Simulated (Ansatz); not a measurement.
Input

```
crystal:
  lattice:
    - [0.0, -7.208609557, -5.263967225]
    - [7.208609557, 0.0, 5.263967225]
    - [-7.208609557, 0.0, 5.263967225]
  atoms:
    - { symbol: Hf, position: [0.25, 0.25, 0.5] }
    - { symbol: Hf, position: [0.75, 0.5, 0.75] }
    - { symbol: Hf, position: [0.25, 0.5, 0.25] }
    - { symbol: Hf, position: [0.25, 0.0, 0.75] }
    - { symbol: Hf, position: [0.75, 0.25, 0.0] }
    - { symbol: Hf, position: [0.75, 0.75, 0.5] }
    - { symbol: Hf, position: [0.25, 0.75, 0.0] }
    - { symbol: Hf, position: [0.75, 0.0, 0.25] }
    - { symbol: Hf, position: [0.0, 0.5, 0.5] }
    - { symbol: Hf, position: [0.5, 0.75, 0.75] }
    - { symbol: Hf, position: [0.0, 0.75, 0.25] }
    - { symbol: Hf, position: [0.0, 0.25, 0.75] }
    - { symbol: Hf, position: [0.5, 0.5, 0.0] }
    - { symbol: Hf, position: [0.5, 0.0, 0.5] }
    - { symbol: Hf, position: [0.0, 0.0, 0.0] }
    - { symbol: Hf, position: [0.5, 0.25, 0.25] }
    - { symbol: O, position: [0.25, 0.2216260487, 0.7216260487] }
    - { symbol: O, position: [0.75, 0.4716260487, 0.9716260487] }
    - { symbol: O, position: [0.25, 0.4716260487, 0.4716260487] }
    - { symbol: O, position: [0.25, 0.9716260487, 0.9716260487] }
    - { symbol: O, position: [0.75, 0.2216260487, 0.2216260487] }
    - { symbol: O, position: [0.75, 0.7216260487, 0.7216260487] }
    - { symbol: O, position: [0.25, 0.7216260487, 0.2216260487] }
    - { symbol: O, position: [0.75, 0.9716260487, 0.4716260487] }
    - { symbol: O, position: [0.5, 0.5283739513, 0.7783739513] }
    - { symbol: O, position: [1.0, 0.7783739513, 0.0283739513] }
    - { symbol: O, position: [0.5, 0.7783739513, 0.5283739513] }
    - { symbol: O, position: [0.5, 0.2783739513, 0.0283739513] }
    - { symbol: O, position: [1.0, 0.5283739513, 0.2783739513] }
    - { symbol: O, position: [1.0, 0.0283739513, 0.7783739513] }
    - { symbol: O, position: [0.5, 0.0283739513, 0.2783739513] }
    - { symbol: O, position: [1.0, 0.2783739513, 0.5283739513] }
    - { symbol: O, position: [0.5, 0.2783739513, 0.5283739513] }
    - { symbol: O, position: [1.0, 0.5283739513, 0.7783739513] }
    - { symbol: O, position: [0.5, 0.5283739513, 0.2783739513] }
    - { symbol: O, position: [0.5, 0.0283739513, 0.7783739513] }
    - { symbol: O, position: [1.0, 0.2783739513, 0.0283739513] }
    - { symbol: O, position: [1.0, 0.7783739513, 0.5283739513] }
    - { symbol: O, position: [0.5, 0.7783739513, 0.0283739513] }
    - { symbol: O, position: [1.0, 0.0283739513, 0.2783739513] }
    - { symbol: O, position: [0.25, 0.9716260487, 0.4716260487] }
    - { symbol: O, position: [0.75, 0.2216260487, 0.7216260487] }
    - { symbol: O, position: [0.25, 0.2216260487, 0.2216260487] }
    - { symbol: O, position: [0.25, 0.7216260487, 0.7216260487] }
    - { symbol: O, position: [0.75, 0.9716260487, 0.9716260487] }
    - { symbol: O, position: [0.75, 0.4716260487, 0.4716260487] }
    - { symbol: O, position: [0.25, 0.4716260487, 0.9716260487] }
    - { symbol: O, position: [0.75, 0.7216260487, 0.2216260487] }
    - { symbol: Hf, position: [0.0, 0.25, 0.25] }
  host:
    lattice:
      - [3.6043047785, 0.0, 0.0]
      - [0.0, 3.6043047785, 0.0]
      - [0.0, 0.0, 5.263967225]
    atoms:
      - { symbol: Hf, position: [0.5, 0.5, 0.5] }
      - { symbol: Hf, position: [0.0, 0.0, 0.0] }
      - { symbol: O, position: [0.0, 0.5, 0.6932520973] }
      - { symbol: O, position: [0.5, 0.0, 0.8067479027] }
      - { symbol: O, position: [0.5, 0.0, 0.3067479027] }
      - { symbol: O, position: [0.0, 0.5, 0.1932520973] }
basis:
  ecutwfc: 420
  xc_grid: 2
kpoints:
  mp_grid: { grid: [2, 2, 2], shift: [0.5, 0.5, 0.5] }
hamiltonian:
  xc: pbe
scf:
  occupations: { method: gaussian, width: 0.01 }
output:
  forces: true
  stress: false
  eigenvalues: true
  charged_corrections: { defect_position: [0.0, 0.25, 0.25] }
  write_density: true
  write_potential: true
  elf: true
  volumetric_format: npy
relax:
  adjacent_minimum: "off"
  f_tol: 0.025
  max_steps: 45
```

Run with:

```sh
ansatz run input.yaml --threads 4 --pin off --max-ram 10240MiB --backend cpu --events-out ev --progress --plain --runs-dir out
```

The fields are those of the run's last geometry, not of the input's.

Computed with DFT PBE, scalar-relativistic, plane waves, PAW in Ansatz.

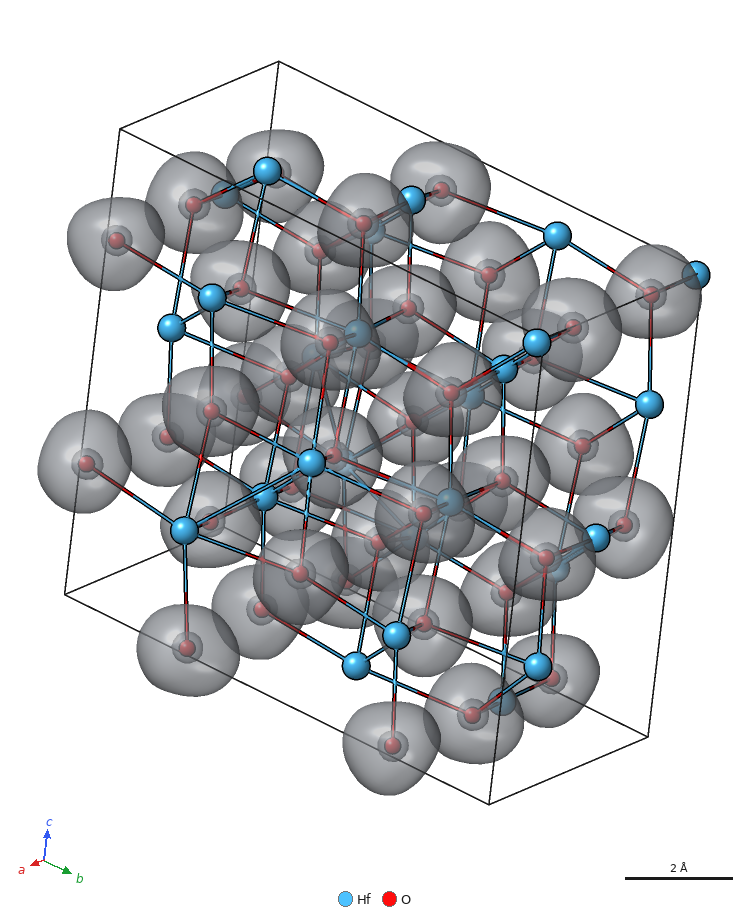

Hf$_{17}$O$_{32}$ (cell with a defect). Isosurface of the ELF at 0.6 (grey), seen slightly off an axis. Core shells and regions of very low density are left out. Sticks mark near contacts.

Core electrons are frozen (PAW), and the valence fields are smoothed inside the atomic spheres.

Question: What do the ELF domains correspond to?

Answer: At this value the surface marks out 32 regions wrapped around O (the valence shell of each), counted in one cell of 49 atoms. Regions shared between cells count once.

Values along the shortest contacts:
Hf–O (2.04 Å): the ELF peaks at about 0.85 in the valence shell of O, 0.6 Å from its nucleus, and drops to about 0.20 between the two atoms; no localised pair shows between them. Hf–Hf (2.72 Å): the ELF is about 0.40 at the midpoint.

Question: Does the calculation give a band gap?

Answer: It is gapped, with a Kohn–Sham gap of 1.3 eV on the k-point mesh (the band edges may lie off the mesh, which would make the gap smaller).
